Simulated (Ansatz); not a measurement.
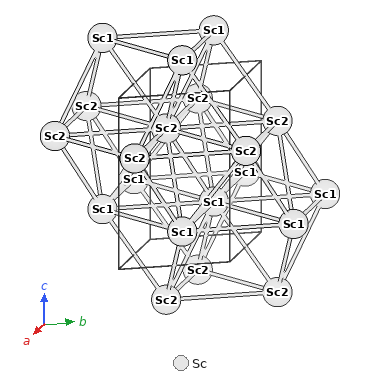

The system is Sc (P6_3/mmc, No. 194; 2 atoms in the cell); the picture shows the reference structure. 
- The energy is mapped over the lattice constants a and c of the conventional cell.
- Coordinates scanned: (1) lattice constant a (and b); (2) lattice constant c.
- Nothing is relaxed (symmetry fixes all fractional coordinates).
- Grid: 5 × 5 points.
- Points are written as (first, second).
- Energies are in meV/atom, from the lowest grid point.
- Method: DFT PBEsol, scalar-relativistic, plane waves, PAW (Ansatz 0.2.0). Settings: cutoff 520 eV, k-mesh 15×15×10 in the order of the run's cell vectors, gaussian smearing 0.15 eV, no spin polarisation.

Its coordinates:

```
CELL_PARAMETERS angstrom
3.27692 0.00000 0.00000
-1.63846 2.83790 0.00000
0.00000 0.00000 5.08238
ATOMIC_POSITIONS crystal
Sc 0.33333 0.66667 0.25000
Sc 0.66667 0.33333 0.75000
```

The input of one point:

```yaml
crystal:
  lattice:
    - [3.2769240353, 0.0, 0.0]
    - [-1.6384620176, 2.8378994608, 0.0]
    - [0.0, 0.0, 5.0823813358]
  atoms:
    - { symbol: Sc, position: [0.3333333333, 0.6666666667, 0.25] }
    - { symbol: Sc, position: [0.6666666667, 0.3333333333, 0.75] }
basis:
  ecutwfc: 520.0
kpoints:
  mp_grid: { grid: [15, 15, 10] }
hamiltonian:
  xc: pbesol
scf:
  occupations: { method: gaussian, width: 0.15 }
output:
  forces: true
  stress: true
  eigenvalues: true
  write_density: true
  write_potential: true
  elf: true
  volumetric_format: npy
```

Range: lattice constant a (and b) from 3.113 to 3.441 Å; lattice constant c from 4.676 to 5.489 Å.

Q: What landscape does the calculation give?

A: The lowest grid point is at (3.277 Å, 5.082 Å). No other kind of well shows on this grid. The highest grid point, (3.113 Å, 4.676 Å), lies 162 meV/atom above the lowest. Round the minimum the valley is somewhat tilted: raising lattice constant a (and b) shifts the best value of lattice constant c downwards (coupling k₁₂/√(k₁₁k₂₂) about 0.3).

```
lattice constant c ↓, lattice constant a (and b) →  3.113  3.195  3.277  3.359  3.441
                                             5.489     62     38     42     70    118
                                             5.286     50     16     11     31     74
                                             5.082     59     14      0     12     48
                                             4.879     95     38     14     18     45
                                             4.676    162     93     58     51     68
```

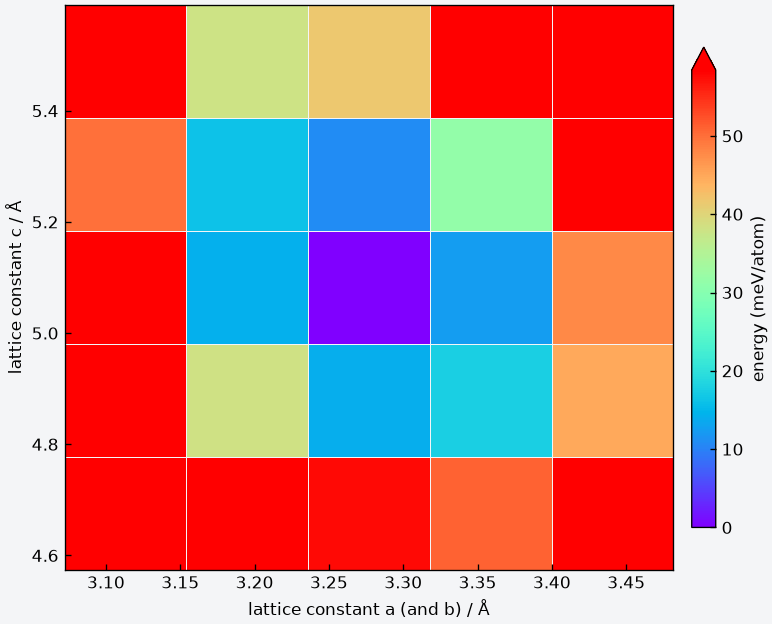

The picture shows one coloured cell a grid point, one colour for all values above the top of the scale.

Each point was launched as `ansatz run input.yaml --threads 1 --pin off --max-ram 2048MiB --backend cpu --events-out ev --progress --plain --runs-dir out`. Time for the 25 points that were run: 5.3 min on 1 thread of Arm Neoverse N1 (shared host).
